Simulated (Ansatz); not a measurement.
```xyz
8
Lattice="3.6300 0.0000 0.0000 -1.8150 3.1437 0.0000 0.0000 0.0000 17.7755" Properties=species:S:1:pos:R:3 pbc="T T T"
Ga    0.0000    2.0958    3.2081
Ga    1.8150    1.0479   12.0958
Ga    0.0000    2.0958    5.6796
Ga    1.8150    1.0479   14.5673
S     0.0000    2.0958   11.0131
S     1.8150    1.0479    2.1254
S     0.0000    2.0958   15.6501
S     1.8150    1.0479    6.7623
```

Space group P6₃/mmc; a structure generated by program, which may or may not match a known phase.

Computed with DFT PBE, scalar-relativistic, plane waves, PAW in Ansatz 0.2.0.

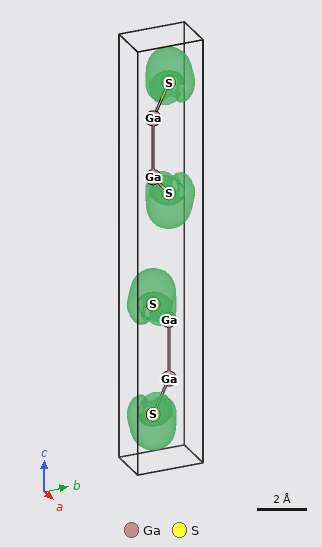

GaS. Isosurface of the electron localisation function at 0.8 (green), seen slightly off an axis. Only the valence region is drawn (cores and ρ < 0.01 e/Å³ removed). Sticks mark near contacts.

Core electrons are frozen (PAW), and the valence fields are smoothed inside the atomic spheres.

Where are the electrons localised?

Answer. The surface consists of four regions wrapped around S (the valence shell of each), counted in one cell of 8 atoms. Any copies at cell faces, edges or corners count once. Profiles from the grid: Ga–S (2.36 Å): the ELF peaks at about 0.90 in the valence shell of S, 0.8 Å from its nucleus, and is about 0.65 at the midpoint. Ga–Ga (2.47 Å): the ELF peaks at about 0.75 between the atoms.

Which way does charge flow, and how much by Bader's partition?

Answer. Electrons move from Ga towards S. Bader charges: Ga +0.82 and S −0.82 e.

Does the calculation give a band gap?

Answer. It is gapped, with a Kohn–Sham gap of 2.0 eV on the k-point mesh (the band edges may lie off the mesh, which would make the gap smaller).
